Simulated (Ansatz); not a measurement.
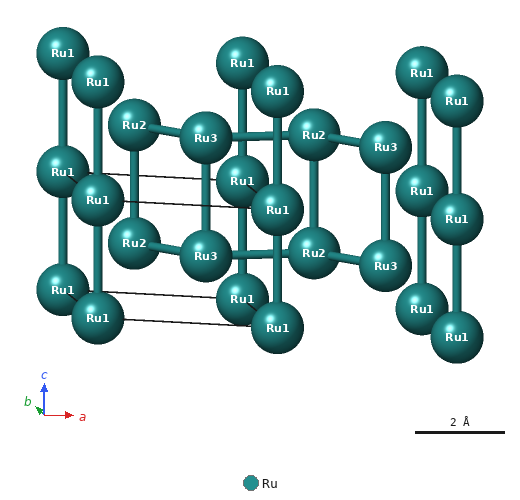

Figure 1. The input geometry of the first run (ball-and-stick view of the cell of the calculation, repeated 2 × 1 × 2, seen slightly off an axis; atoms are numbered from 1 in the order of the input).

## Two runs on Ru

System: Ru (P6/mmm, 3 atoms in the cell).
Method of the first run: DFT, LDA (PW92), plane waves (420 eV) with PAW, scalar-relativistic, no spin polarisation (Ansatz 0.2.0).

Text and figures count atoms from 1; the logs count them from 0 in places.

Input, the first run:
```yaml
crystal:
  lattice:
    - [4.3077948715, 0.0, 0.0]
    - [-2.1538974357, 3.730659793, 0.0]
    - [0.0, 0.0, 2.7027488244]
  atoms:
    - { symbol: Ru, position: [1.0, 1.0, 0.0] }
    - { symbol: Ru, position: [0.3333333333, 0.6666666667, 0.5] }
    - { symbol: Ru, position: [0.6666666667, 0.3333333333, 0.5] }
hamiltonian:
  xc: lda
  pseudopotentials:
    kind: paw
    azcp:
      Ru: "pseudopotentials/Ru.paw.azcp"
basis:
  ecutwfc: 420
  fft_grid_basis: typed
kpoints:
  mp_grid: { grid: [10, 10, 13], shift: [0, 0, 0] }
magnetization:
  spin_polarized: false
scf:
  occupations: { method: fermi_dirac, width: 0.1 }
  lower_state_search: "off"
output:
  stress: true
```

Hardware: 2 threads of an Arm (aarch64) CPU, shared host.

Output, shortened to warnings, some set-up lines, iterations and results (the first run):
```
Warning: [file] the record states the generating functional pbe (its physics header spells it `PBE`), which answers neither for hamiltonian.xc's functional nor for the lda family's — results may be inconsistent (PPs are generated against a specific XC)
Basis set: ecut = 420 eV, 867 PW (Γ)
Symmetry: 24 space group operations
k-points: 98 of 1300
Initial density: superposition of atomic densities (neutral atoms: chi_scale 0, normalization atom), corrected by the library's trained network
[...]
SCF iter   1: F=—  HF=-17273.852379 eV  |F-HF|=—  |Δ(HF+E_count)|=         —  Δρ=1.28e-2  dr2=4.61e-2  ethr=1.77e-3  ⟨swp⟩=4.9  Hψ=9944  notcnv=0
SCF iter   2: F=—  HF=-17273.848013 eV  |F-HF|=—  |Δ(HF+E_count)|=   4.37e-3  Δρ=6.80e-3  dr2=1.81e-2  ethr=9.60e-5  ⟨swp⟩=1.8  Hψ=4230  notcnv=0
SCF iter   3: F=—  HF=-17273.845728 eV  |F-HF|=—  |Δ(HF+E_count)|=   2.28e-3  Δρ=7.22e-4  dr2=2.60e-4  ethr=3.78e-5  ⟨swp⟩=2.1  Hψ=3662  notcnv=0
SCF iter   4: F=—  HF=-17273.845711 eV  |F-HF|=—  |Δ(HF+E_count)|=   1.70e-5  Δρ=1.89e-4  dr2=1.74e-5  ethr=5.42e-7  ⟨swp⟩=2.1  Hψ=5094  notcnv=0
SCF iter   5: F=—  HF=-17273.845708 eV  |F-HF|=—  |Δ(HF+E_count)|=   2.51e-6  Δρ=3.57e-5  dr2=2.01e-7  ethr=3.62e-8  ⟨swp⟩=2.6  Hψ=4898  notcnv=0
SCF iter   6: F=-17273.845708 eV  HF=-17273.845708 eV  |F-HF|=1.48e-9  |Δ(HF+E_count)|=   4.64e-8  Δρ=6.05e-6  dr2=4.25e-9  ethr=2.08e-10  ⟨swp⟩=4.0  Hψ=10420  notcnv=0
SCF 1 converged in 6 iterations: F = -17273.845708 eV  dr2 = 4.25e-9
SCF converged after 6 iterations
Free energy (F): -17273.845708 eV
Harris-Foulkes:  -17273.845708 eV  (|F-HF|=1.48e-9)
Internal energy: -17273.724393 eV  (E = F + TS)
E sigma→0 (E₀):  -17273.785051 eV
Entropy (-TS):   -0.121315 eV (-40.438 meV/atom)
Fermi energy:    21.580221 eV
--- Per-component energies (eV) ---
  E_band       = -248.220254
  E_kinetic    = 1537.227953
  E_local      = -4014.842720  (includes V_loc(G=0)·N_el)
  E_nonlocal   = 1045.813587
  E_hartree    = 1285.359656
  E_xc         = -565.783186
  E_vxc        = -712.998528  (∫ρ·V_xc dr)
  E_paw        = -10023.880828  (= ΣΔE_a)
  E_vpaw       = -674.138789  (= ΣTr[D̂ρ^β])
  E_aug_tail   = -0.000629  (compensation charges beyond the density's cutoff)
  E_ewald      = -6539.333281
  E_core_change = 1.715055  (= ΣΔE_core)
  E_smearing   = -0.121315  (= −TS)
  E_closure    = -0.000000  (closes the sum)
  Σ components = -17273.845708   (vs F -17273.845708, Δ=0.00e0)
--- Stress (GPa, compression-positive) ---
      -23.128818       0.000000       0.000000
       -0.000000     -23.128818       0.000000
        0.000000       0.000000     -19.907694
  P = ⅓ Tr σ = -22.0551 GPa (-220.551 kbar)
```

The input of the second run differs as follows (lines with − go, lines with + come):
```diff
-    - [4.3077948715, 0.0, 0.0]
-    - [-2.1538974357, 3.730659793, 0.0]
-    - [0.0, 0.0, 2.7027488244]
+    - [4.0835985303, 0.0, 0.0]
+    - [-2.0417992651, 3.5365000661, 0.0]
+    - [0.0, 0.0, 2.5620860455]
```

Predict how the results change.

With the same functional and potentials, the second run lies 28.7 meV per atom higher. The pressure goes from −22.06 to 35.02 GPa. The volume per atom goes from 14.48 to 12.33 Å³. The number of SCF iterations is the same. The plane waves at Γ go from 867 to 717.

Output, shortened to warnings, some set-up lines, iterations and results (the second run):
```
Warning: [file] the record states the generating functional pbe (its physics header spells it `PBE`), which answers neither for hamiltonian.xc's functional nor for the lda family's — results may be inconsistent (PPs are generated against a specific XC)
Basis set: ecut = 420 eV, 717 PW (Γ)
Symmetry: 24 space group operations
k-points: 98 of 1300
Initial density: superposition of atomic densities (neutral atoms: chi_scale 0, normalization atom), corrected by the library's trained network
[...]
SCF iter   1: F=—  HF=-17273.767866 eV  |F-HF|=—  |Δ(HF+E_count)|=         —  Δρ=1.37e-2  dr2=4.62e-2  ethr=1.77e-3  ⟨swp⟩=5.2  Hψ=11302  notcnv=0
SCF iter   2: F=—  HF=-17273.761970 eV  |F-HF|=—  |Δ(HF+E_count)|=   5.90e-3  Δρ=7.52e-3  dr2=1.89e-2  ethr=9.63e-5  ⟨swp⟩=1.5  Hψ=3814  notcnv=0
SCF iter   3: F=—  HF=-17273.759570 eV  |F-HF|=—  |Δ(HF+E_count)|=   2.40e-3  Δρ=8.80e-4  dr2=2.13e-4  ethr=3.95e-5  ⟨swp⟩=2.0  Hψ=4008  notcnv=0
SCF iter   4: F=—  HF=-17273.759527 eV  |F-HF|=—  |Δ(HF+E_count)|=   4.35e-5  Δρ=2.63e-4  dr2=2.25e-5  ethr=4.43e-7  ⟨swp⟩=2.1  Hψ=5171  notcnv=0
SCF iter   5: F=—  HF=-17273.759523 eV  |F-HF|=—  |Δ(HF+E_count)|=   3.38e-6  Δρ=4.25e-5  dr2=2.49e-7  ethr=4.69e-8  ⟨swp⟩=2.4  Hψ=4775  notcnv=0
SCF iter   6: F=-17273.759523 eV  HF=-17273.759523 eV  |F-HF|=2.50e-9  |Δ(HF+E_count)|=   2.01e-8  Δρ=6.33e-6  dr2=5.37e-9  ethr=2.08e-10  ⟨swp⟩=4.1  Hψ=10420  notcnv=0
SCF 1 converged in 6 iterations: F = -17273.759523 eV  dr2 = 5.37e-9
SCF converged after 6 iterations
Free energy (F): -17273.759523 eV
Harris-Foulkes:  -17273.759523 eV  (|F-HF|=2.50e-9)
Internal energy: -17273.664993 eV  (E = F + TS)
E sigma→0 (E₀):  -17273.712258 eV
Entropy (-TS):   -0.094531 eV (-31.510 meV/atom)
Fermi energy:    26.333495 eV
--- Per-component energies (eV) ---
  E_band       = -45.642332
  E_kinetic    = 1559.655231
  E_local      = -3517.575193  (includes V_loc(G=0)·N_el)
  E_nonlocal   = 1048.837046
  E_hartree    = 1132.022732
  E_xc         = -574.080365
  E_vxc        = -723.892923  (∫ρ·V_xc dr)
  E_paw        = -10025.885228  (= ΣΔE_a)
  E_vpaw       = -676.708879  (= ΣTr[D̂ρ^β])
  E_aug_tail   = -0.000733  (compensation charges beyond the density's cutoff)
  E_ewald      = -6898.353538
  E_core_change = 1.715055  (= ΣΔE_core)
  E_smearing   = -0.094531  (= −TS)
  E_closure    = -0.000000  (closes the sum)
  Σ components = -17273.759523   (vs F -17273.759523, Δ=0.00e0)
--- Stress (GPa, compression-positive) ---
       36.136189      -0.000000      -0.000000
       -0.000000      36.136189       0.000000
       -0.000000       0.000000      32.781166
  P = ⅓ Tr σ = 35.0178 GPa (350.178 kbar)
```

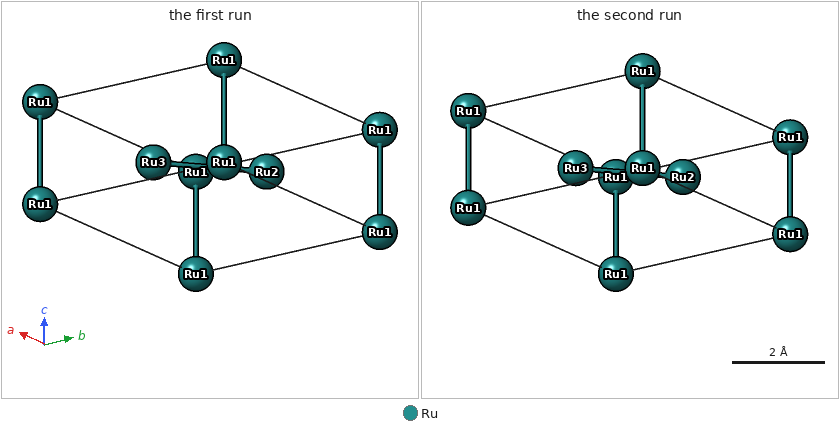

Figure 2. The two input geometries at one scale (ball-and-stick view of the cell of the calculation, seen at an oblique angle). The atoms keep their places relative to the cell (all moves are under 0.005 Å). The volume changes by −14.8 %, with a = b 4.308 → 4.084 Å (−5.2 %), c 2.703 → 2.562 Å (−5.2 %). Among the contacts that change: Ru1–Ru1 2.703 → 2.562 Å, Ru2–Ru3 2.487 → 2.358 Å.

The two runs side by side:

| quantity | the first run | the second run |
| --- | --- | --- |
| outcome | converged | converged |
| free energy per atom (eV) | −5757.9486 | −5757.9198 |
| energy per atom, smearing taken to zero (eV) | −5757.9284 | −5757.9041 |
| pressure (GPa) | −22.06 | 35.02 |
| volume per atom (Å³) | 14.48 | 12.33 |
| SCF iterations | 6 | 6 |
| irreducible k-points | 98 | 98 |
| plane waves at Γ | 867 | 717 |
| wall time (shared host) | 3.2 s | 2.7 s |

For both runs: Warnings: the PAW datasets were made with another functional. For the first run: The cell is under a tension of 22 GPa at this level, so it is not at its equilibrium volume. For the second run: The cell is under a pressure of 35 GPa at this level, so it is not at its equilibrium volume.
